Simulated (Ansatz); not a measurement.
## What a change does: geometry relaxation on HfO2

System: HfO2 (6 atoms in the cell).
Method of the first run: DFT, PBE, plane waves, PAW, no spin polarisation (Ansatz 0.2.0).

The structure was made by a generator, so it may or may not be a known phase. Text and figures count atoms from 1; the logs count them from 0 in places.

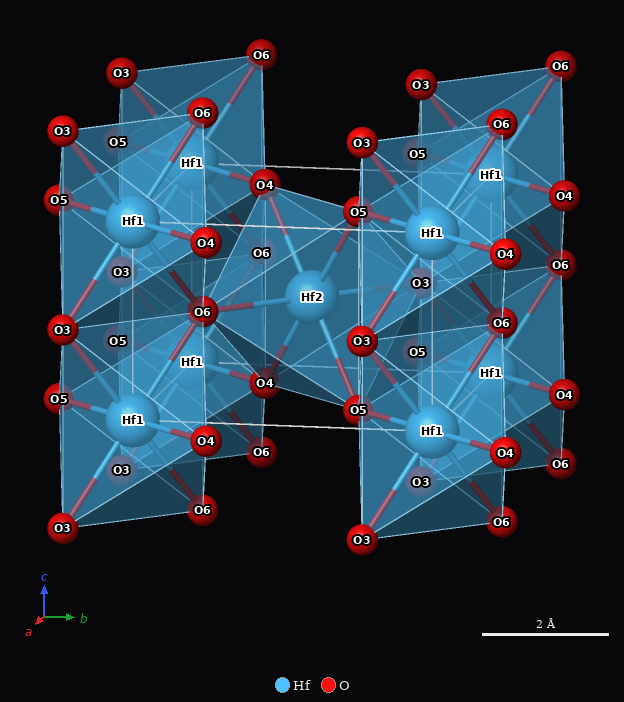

The starting structure (polyhedral view of the cell of the calculation, seen slightly off an axis; polyhedra are completed across the faces of the cell; atoms are numbered from 1 in the order of the input). An atom can appear more than once, as a periodic image.

**Input file, the first run**
```yaml
crystal:
  lattice:
    - [4.8803626997, 0.0, 0.0]
    - [0.0, 4.8803626997, 0.0]
    - [0.0, 0.0, 3.2376885664]
  atoms:
    - { symbol: Hf, position: [0.0, 0.0, 0.0] }
    - { symbol: Hf, position: [0.5, 0.5, 0.5] }
    - { symbol: O, position: [0.1948152178, 0.8051847822, 0.5] }
    - { symbol: O, position: [0.3051847822, 0.3051847822, 0.0] }
    - { symbol: O, position: [0.6948152178, 0.6948152178, 0.0] }
    - { symbol: O, position: [0.8051847822, 0.1948152178, 0.5] }
basis:
  ecutwfc: 420
kpoints:
  mp_grid: { grid: [6, 6, 8] }
hamiltonian:
  xc: pbe
scf:
  occupations: { method: fixed }
  convergence: { dr2_threshold: 1.0e-09 }
  mixing: { preconditioner: kerker }
output:
  forces: true
  eigenvalues: true
  stress: true
relax:
  adjacent_minimum: "off"
  f_tol: 0.001
  max_steps: 60
  cell: { stress_tol: 0.01 }
```

Command:
```bash
ansatz run input.yaml --threads 1 --pin off --max-ram 2560MiB --backend cpu --events-out ev --progress --plain --runs-dir out
```

Hardware: 1 thread of Intel Xeon @ 2.50GHz (Skylake/Cascade Lake), 189 GiB of memory available, shared host.

**Output, shortened to warnings, some set-up lines, iterations and results (the first run)**
```
Warning: relax.cell: scf.convergence.dr2_threshold = 1e-9 eV is looser than the 2.4e-11 eV advised for a relaxation that steers and ends on the stress (1e-10 eV for each atom of the cell: 6, times the square of relax.cell.stress_tol = 0.01 GPa over its default 0.05). What an SCF threshold leaves in a stress goes as its square root, and in the free energy as the threshold itself, and one threshold …
Basis set: ecut = 420 eV, 1503 PW (Γ), exchange–correlation on 72×72×48 points (8 copies of the dense FFT grid, shifted against one another)
Symmetry: 16 space group operations
k-points: 50 of 288
Initial density: superposition of atomic densities (neutral atoms: chi_scale 0, normalization atom), corrected by the library's trained network
[...]
SCF iter   1: F=—  HF=-33723.206001 eV  |F-HF|=—  |Δ(HF+E_count)|=         —  Δρ=2.96e-3  dr2=5.65e-3  ethr=1.77e-3  ⟨swp⟩=3.4  Hψ=6516  notcnv=0  defer=184
SCF iter   2: F=—  HF=-33723.206343 eV  |F-HF|=—  |Δ(HF+E_count)|=   3.43e-4  Δρ=1.53e-3  dr2=1.52e-3  ethr=7.43e-6  ⟨swp⟩=2.0  Hψ=4300  notcnv=0  defer=300
SCF iter   3: F=—  HF=-33723.206476 eV  |F-HF|=—  |Δ(HF+E_count)|=   1.33e-4  Δρ=6.52e-4  dr2=4.22e-4  ethr=2.00e-6  ⟨swp⟩=2.0  Hψ=2883  notcnv=0  defer=300
SCF iter   4: F=—  HF=-33723.206462 eV  |F-HF|=—  |Δ(HF+E_count)|=   1.35e-5  Δρ=1.97e-4  dr2=2.78e-5  ethr=5.55e-7  ⟨swp⟩=2.0  Hψ=3976  notcnv=0  defer=215
SCF iter   5: F=—  HF=-33723.206369 eV  |F-HF|=—  |Δ(HF+E_count)|=   9.27e-5  Δρ=1.03e-4  dr2=7.40e-6  ethr=3.66e-8  ⟨swp⟩=2.1  Hψ=3800  notcnv=0  defer=88
[... 14 lines ...]
SCF iter   1: F=—  HF=-33723.206484 eV  |F-HF|=—  |Δ(HF+E_count)|=         —  Δρ=1.88e-6  dr2=6.52e-10  ethr=1.61e-7  ⟨swp⟩=3.1  Hψ=12427  notcnv=0  defer=296
SCF iter   2: F=—  HF=-33723.206380 eV  |F-HF|=—  |Δ(HF+E_count)|=   1.04e-4  Δρ=8.52e-7  dr2=1.95e-10  ethr=1.00e-12  ⟨swp⟩=13.2  Hψ=14573  notcnv=0
SCF iter   3: F=-33723.206380 eV  HF=-33723.206380 eV  |F-HF|=1.24e-10  |Δ(HF+E_count)|=  1.67e-10  Δρ=5.13e-7  dr2=7.82e-11  ethr=1.00e-12  ⟨swp⟩=3.0  Hψ=7341  notcnv=0
SCF 3 converged in 3 iterations: F = -33723.206380 eV  dr2 = 7.82e-11
relax step   3: F+E_penalty+E_count = -33723.20637996 eV  Δ(F+E_penalty+E_count) = -4.008e-5 eV  max|allowed force component| = 8.946e-4 eV/Å  Δτ_max = 0.0000 Å  P = -0.002 …
basis re-selected at this cell: Δ(F+E_penalty+E_count) = -4.008e-5 eV, ΔP = +0.001 GPa vs the last step (what re-selecting the basis moved, of the pressure what is left beyond the Pulay correction that the steps carried, after the strain that the cell walked since its last selection, with what the …
SCF converged after 3 iterations
Free energy (F): -33723.206380 eV
Harris-Foulkes:  -33723.206380 eV  (|F-HF|=1.24e-10)
Internal energy: -33723.206380 eV  (E = F + TS)
E sigma→0 (E₀):  -33723.206380 eV
Fermi energy:    12.036050 eV
--- Per-component energies (eV) ---
  E_band       = -157.748307
  E_kinetic    = 1539.189353
  E_local      = -13152.967266  (includes V_loc(G=0)·N_el)
  E_nonlocal   = -2293.918337
  E_hartree    = 5975.115159
  E_xc         = -893.853999
  E_vxc        = -907.080033  (∫ρ·V_xc dr)
  E_paw        = -14486.844408  (= ΣΔE_a)
  E_vpaw       = 2706.787590  (= ΣTr[D̂ρ^β])
  E_aug_tail   = 0.009949  (compensation charges beyond the density's cutoff)
  E_ewald      = -10409.936831
  E_smearing   = -0.000000  (= −TS)
  E_closure    = -0.000000  (closes the sum)
  Σ components = -33723.206380   (vs F -33723.206380, Δ=0.00e0)
--- Forces (eV/Å), atoms counted from 1 ---
  atom   1  Hf     0.00000000    -0.00000000    -0.00000000
  atom   2  Hf     0.00000000     0.00000000    -0.00000000
  atom   3  O     -0.00089465     0.00089465     0.00000000
  atom   4  O      0.00089465     0.00089465    -0.00000000
  atom   5  O     -0.00089465    -0.00089465     0.00000000
  atom   6  O      0.00089465    -0.00089465    -0.00000000
  max |Σ_I F_I| component: 6.72e-18 eV/Å
--- Stress (GPa, compression-positive) ---
       -0.003009       0.000000       0.000000
        0.000000      -0.003009       0.000000
        0.000000       0.000000       0.000690
  P = ⅓ Tr σ = -0.0018 GPa (-0.018 kbar)
--- Relaxed structure (2 steps of the walk, 2 accepted, 1 SCFs on fresh bases) ---
  F+E_penalty+E_count = -33723.20637996 eV   max|allowed force component| = 8.946e-4 eV/Å   (the final SCF, on the basis selected at the relaxed cell)
  cell:  # Å, volume = 77.1214 Å³
    - [4.880699697685567, 3.450374118780792e-36, 0.0]
    - [3.450374118780792e-36, 4.880699697685567, 0.0]
    - [0.0, 0.0, 3.237505525073526]
  atoms:
    - { symbol: Hf, position: [-1.2332138913732938e-36, -1.1570628378451813e-22, 0.0] }
[...]
```

For the second run the input was changed thus:
```diff
-  convergence: { dr2_threshold: 1.0e-09 }
-  mixing: { preconditioner: kerker }
```

What does this change do to the results?

Both reach the same energy, so the change doesn't alter the result. The SCF takes 17 iterations over all geometry steps against 18.

**Output, shortened to warnings, some set-up lines, iterations and results (the second run)**
```
Basis set: ecut = 420 eV, 1503 PW (Γ), exchange–correlation on 72×72×48 points (8 copies of the dense FFT grid, shifted against one another)
Symmetry: 16 space group operations
k-points: 50 of 288
Initial density: superposition of atomic densities (neutral atoms: chi_scale 0, normalization atom), corrected by the library's trained network
[...]
SCF iter   1: F=—  HF=-33723.206001 eV  |F-HF|=—  |Δ(HF+E_count)|=         —  Δρ=2.96e-3  dr2=5.65e-3  ethr=1.77e-3  ⟨swp⟩=3.4  Hψ=6516  notcnv=0  defer=184
SCF iter   2: F=—  HF=-33723.206268 eV  |F-HF|=—  |Δ(HF+E_count)|=   2.67e-4  Δρ=1.50e-3  dr2=1.25e-3  ethr=7.43e-6  ⟨swp⟩=2.0  Hψ=4300  notcnv=0  defer=300
SCF iter   3: F=—  HF=-33723.206414 eV  |F-HF|=—  |Δ(HF+E_count)|=   1.46e-4  Δρ=6.54e-4  dr2=3.40e-4  ethr=1.65e-6  ⟨swp⟩=2.0  Hψ=2912  notcnv=0  defer=292
SCF iter   4: F=—  HF=-33723.206464 eV  |F-HF|=—  |Δ(HF+E_count)|=   5.01e-5  Δρ=1.45e-4  dr2=1.28e-5  ethr=4.47e-7  ⟨swp⟩=2.0  Hψ=3983  notcnv=0  defer=210
SCF iter   5: F=—  HF=-33723.206365 eV  |F-HF|=—  |Δ(HF+E_count)|=   9.87e-5  Δρ=7.79e-5  dr2=3.29e-6  ethr=1.69e-8  ⟨swp⟩=2.0  Hψ=3913  notcnv=0  defer=88
[... 13 lines ...]
SCF iter   4: F=—  HF=-33723.206380 eV  |F-HF|=—  |Δ(HF+E_count)|=  1.02e-10  Δρ=1.21e-7  dr2=9.91e-12  ethr=1.00e-12  ⟨swp⟩=1.0  Hψ=2213  notcnv=0  defer=167
SCF iter   5: F=—  HF=-33723.206380 eV  |F-HF|=—  |Δ(HF+E_count)|=  1.46e-11  Δρ=7.57e-8  dr2=2.12e-12  ethr=1.00e-12  ⟨swp⟩=12.1  Hψ=12576  notcnv=0
SCF iter   6: F=-33723.206380 eV  HF=-33723.206380 eV  |F-HF|=7.28e-12  |Δ(HF+E_count)|=  1.46e-11  Δρ=5.08e-8  dr2=1.32e-12  ethr=1.00e-12  ⟨swp⟩=5.0  Hψ=9633  notcnv=0
SCF 3 converged in 6 iterations: F = -33723.206380 eV  dr2 = 1.32e-12
relax step   3: F+E_penalty+E_count = -33723.20638017 eV  Δ(F+E_penalty+E_count) = -4.008e-5 eV  max|allowed force component| = 9.078e-4 eV/Å  Δτ_max = 0.0000 Å  P = -0.002 …
basis re-selected at this cell: Δ(F+E_penalty+E_count) = -4.008e-5 eV, ΔP = +0.001 GPa vs the last step (what re-selecting the basis moved, of the pressure what is left beyond the Pulay correction that the steps carried, after the strain that the cell walked since its last selection, with what the …
SCF converged after 6 iterations
Free energy (F): -33723.206380 eV
Harris-Foulkes:  -33723.206380 eV  (|F-HF|=7.28e-12)
Internal energy: -33723.206380 eV  (E = F + TS)
E sigma→0 (E₀):  -33723.206380 eV
Fermi energy:    12.036054 eV
--- Per-component energies (eV) ---
  E_band       = -157.747745
  E_kinetic    = 1539.189581
  E_local      = -13152.971350  (includes V_loc(G=0)·N_el)
  E_nonlocal   = -2293.918351
  E_hartree    = 5975.117549
  E_xc         = -893.854057
  E_vxc        = -907.080111  (∫ρ·V_xc dr)
  E_paw        = -14486.844409  (= ΣΔE_a)
  E_vpaw       = 2706.787433  (= ΣTr[D̂ρ^β])
  E_aug_tail   = 0.009949  (compensation charges beyond the density's cutoff)
  E_ewald      = -10409.935291
  E_smearing   = -0.000000  (= −TS)
  E_closure    = 0.000000  (closes the sum)
  Σ components = -33723.206380   (vs F -33723.206380, Δ=0.00e0)
--- Forces (eV/Å), atoms counted from 1 ---
  atom   1  Hf     0.00000000    -0.00000000     0.00000000
  atom   2  Hf     0.00000000     0.00000000     0.00000000
  atom   3  O     -0.00090782     0.00090782     0.00000000
  atom   4  O      0.00090782     0.00090782     0.00000000
  atom   5  O     -0.00090782    -0.00090782     0.00000000
  atom   6  O      0.00090782    -0.00090782     0.00000000
  max |Σ_I F_I| component: 2.17e-18 eV/Å
--- Stress (GPa, compression-positive) ---
       -0.003105       0.000000       0.000000
        0.000000      -0.003105       0.000000
        0.000000       0.000000       0.001617
  P = ⅓ Tr σ = -0.0015 GPa (-0.015 kbar)
--- Relaxed structure (2 steps of the walk, 2 accepted, 1 SCFs on fresh bases) ---
  F+E_penalty+E_count = -33723.20638017 eV   max|allowed force component| = 9.078e-4 eV/Å   (the final SCF, on the basis selected at the relaxed cell)
  cell:  # Å, volume = 77.1213 Å³
    - [4.880705186861528, 0.0, 0.0]
    - [0.0, 4.880705186861528, 0.0]
    - [0.0, 0.0, 3.2374960409219278]
  atoms:
    - { symbol: Hf, position: [1.1570628378451722e-22, 2.3141256756903707e-22, 0.0] }
[...]
```

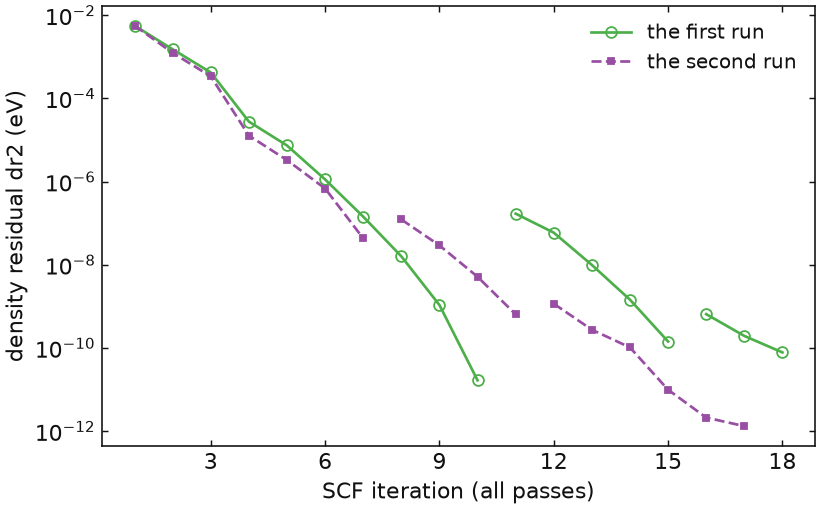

Convergence of the two runs: density residual dr2 against the SCF iteration. A break in a curve parts two SCF passes. The first run takes 18 iterations in all, and the second run takes 17.

**The two runs side by side**

| quantity | the first run | the second run |
| --- | --- | --- |
| outcome | converged | converged |
| free energy per atom (eV) | −5620.5344 | −5620.5344 |
| gap on the mesh (eV) | 3.90 | 3.90 |
| pressure (GPa) | 0.00 | 0.00 |
| largest force (eV/Å) | 0.001 | 0.001 |
| SCF iterations | 18 | 17 |
| irreducible k-points | 50 | 50 |
| wall time (shared host) | 65 s | 63 s |

For both runs: Spin–orbit coupling is left out, which matters for Hf. For the first run: Warnings: the SCF threshold is looser than advised for the printed stress.
